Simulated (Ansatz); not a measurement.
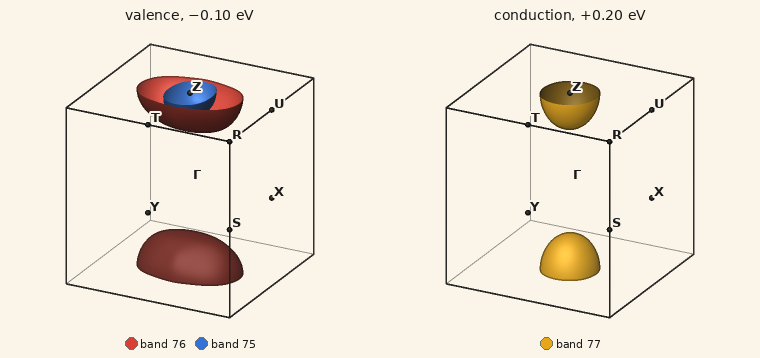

HfO$_{2}$ in space group P2_12_12: constant-energy surfaces at both band edges (energies from each edge).

Method: Ansatz, DFT PBE, scalar-relativistic, plane waves, PAW; levels and slopes on a dense k mesh at the converged density. No spin polarisation. k mesh for the levels: 16×16×18. Unrelaxed database geometry (residual pressure 10 GPa). The cell comes from a database of computed structures, not from a measurement.

Masses come from a second pass at points close to the extrema; at the energies drawn a band may no longer be parabolic.

Is the gap direct or indirect, and how large does the calculation make it?

The gap is direct, 3.86 eV at this level of theory, which underestimates gaps and can reorder valleys that lie close.

Give the valleys and their effective masses.

Valence band (extrema up to 0.10 eV from the edge): one maximum at Z, principal masses 1.48, 1.90 and 4.02 mₑ. Band 76 forms the valence edge; band 75 begins 0.04 eV lower (at Z).
Conduction band (extrema up to 0.20 eV from the edge): one minimum at Z, principal masses 0.73, 0.76 and 1.18 mₑ. Band 77 forms the conduction edge. Another band lies within 0.06 eV there, so the masses may hold only close to the extrema.

Where one band's surface lies inside another's, the outer one hides all or part of it.

Spin-orbit coupling, left out here, can change the gap, its kind, the place of the band edges and the masses, since the compound holds Hf.

Time for the whole run: 11 min on 4 threads of Arm Neoverse N1 (shared host), peak memory 3.5 GiB.
